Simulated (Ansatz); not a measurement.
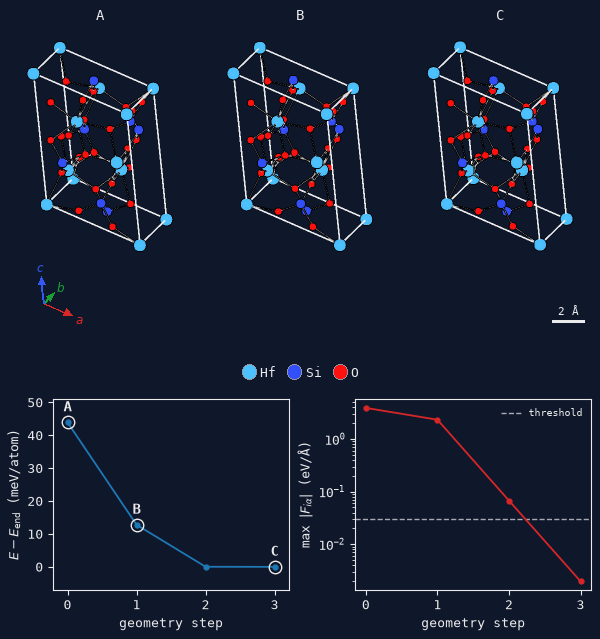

Frames of a relaxation of solid HfSiO₄ (set up in P1), marked on the history of the run. A ball-and-stick model of the cell of the calculation, seen slightly off an axis.

Level of theory: DFT PBEsol, scalar-relativistic, plane waves, PAW (Ansatz).

Input
```yaml
crystal:
  lattice:
    - [6.5820234007, 0.0, 0.0]
    - [0.0, 6.5820234007, 0.0]
    - [-3.2910117004, -3.2910117004, 8.9492008858]
  atoms:
    - { symbol: Hf, position: [-0.0007226344, -0.0061206742, -0.0033763308] }
    - { symbol: Hf, position: [0.322388605, 0.3291830799, 0.6645176591] }
    - { symbol: Hf, position: [0.6571625447, 0.6689287159, 0.3356759301] }
    - { symbol: Hf, position: [0.0834356505, 0.5877176428, 0.1687673106] }
    - { symbol: Hf, position: [0.4200668493, 0.9120336095, 0.8355827062] }
    - { symbol: Hf, position: [0.7495912335, 0.2491338673, 0.5010682048] }
    - { symbol: Si, position: [0.5824933065, 0.0802477324, 0.1709666877] }
    - { symbol: Si, position: [0.8967310123, 0.4098808009, 0.8282326046] }
    - { symbol: Si, position: [0.2633807222, 0.7550718502, 0.5036128541] }
    - { symbol: Si, position: [0.1674213577, 0.1665884797, 0.3340147849] }
    - { symbol: Si, position: [0.5048813148, 0.4979547127, 0.0009061936] }
    - { symbol: Si, position: [0.8399319277, 0.8400785483, 0.6612410965] }
    - { symbol: O, position: [0.4414409521, 0.2473814318, 0.8810574482] }
    - { symbol: O, position: [0.7770591707, 0.5908544944, 0.5492746916] }
    - { symbol: O, position: [0.1159378887, 0.9239902852, 0.2125166384] }
    - { symbol: O, position: [0.7084899946, 0.0092415213, 0.0445768271] }
    - { symbol: O, position: [0.0443790208, 0.3516826444, 0.7211932748] }
    - { symbol: O, position: [0.3661306336, 0.6839122711, 0.3740604619] }
    - { symbol: O, position: [0.3409561638, 0.0254669666, 0.0497206155] }
    - { symbol: O, position: [0.6713219401, 0.3703724906, 0.7086385015] }
    - { symbol: O, position: [0.0107656268, 0.6918698187, 0.3836649135] }
    - { symbol: O, position: [0.1039514691, 0.3016318988, 0.2139278072] }
    - { symbol: O, position: [0.4479988678, 0.6279188415, 0.8746503164] }
    - { symbol: O, position: [0.7656894206, 0.9598393515, 0.5401367831] }
    - { symbol: O, position: [0.3808470663, 0.5668981839, 0.1201683894] }
    - { symbol: O, position: [0.7079344005, 0.88470779, 0.7862777127] }
    - { symbol: O, position: [0.0430810489, 0.2240153468, 0.456605407] }
    - { symbol: O, position: [0.6431166738, 0.3362486698, 0.2906304225] }
    - { symbol: O, position: [0.9688207722, 0.652557426, 0.9508309018] }
    - { symbol: O, position: [0.3209478932, 1.0079689838, 0.6224671499] }
    - { symbol: O, position: [0.6530508567, 0.9595063401, 0.294019189] }
    - { symbol: O, position: [0.969999164, 0.2884284684, 0.9558229542] }
    - { symbol: O, position: [0.3139549099, 0.6146065663, 0.6204996309] }
    - { symbol: O, position: [0.4134381994, 0.234378865, 0.4591712673] }
    - { symbol: O, position: [0.7532898562, 0.5729849695, 0.1224929539] }
    - { symbol: O, position: [0.0654420538, 0.8889903969, 0.7807434676] }
basis:
  ecutwfc: 420
  xc_grid: 2
kpoints:
  mp_grid: { grid: [2, 2, 2], shift: [0.0, 0.0, 0.0] }
hamiltonian:
  xc: pbesol
scf:
  occupations: { method: gaussian, width: 0.02 }
output:
  forces: true
  stress: false
  eigenvalues: true
relax:
  adjacent_minimum: "off"
  f_tol: 0.03
  max_steps: 25
```

Run as
```bash
ansatz run input.yaml --threads 8 --pin off --max-ram 16384MiB --backend cpu --events-out ev --progress --plain --runs-dir out
```

Q: Describe the path.

A: The energy falls by 43.9 meV per atom in 3 geometry steps. The largest force component goes from 3.9 to 0.002 eV/Å. Si8 moves most: 0.13 Å roughly along [3 1 1]. Largest moves by element: Si 0.13 Å, O 0.11 Å, Hf 0.07 Å. The cell stays as it was. Near-neighbour distances that change, for instance: Si12–O36 1.529 → 1.630 Å, Hf2–O30 2.015 → 2.114 Å, Hf3–O21 2.212 → 2.114 Å, Hf1–O22 2.345 → 2.256 Å. Among the angles between lasting bonds that change: Hf2–O17–Si8 158.1° → 149.4°, O20–Si8–O32 124.5° → 116.3°, O14–Si12–O26 109.3° → 116.3°. The space group (tolerance 0.01 Å) goes from P1 (No. 1) to I4_1/amd (No. 141). The run took 48 s on 8 threads of Arm Neoverse N1 (shared host), peak memory 2.7 GiB. From step 0 to 1: O36 moves most (0.10 Å), energy −31.2 meV per atom. From step 1 to 3: Si12 moves most (0.10 Å), energy −12.8 meV per atom.

```json
{"step": "0", "E − E(0), meV/atom": "0.00", "largest force component, eV/Å": "3.9162"}
{"step": "1", "E − E(0), meV/atom": "-31.15", "largest force component, eV/Å": "2.3350"}
{"step": "2", "E − E(0), meV/atom": "-43.92", "largest force component, eV/Å": "0.0674"}
{"step": "3", "E − E(0), meV/atom": "-43.95", "largest force component, eV/Å": "0.0020"}
```
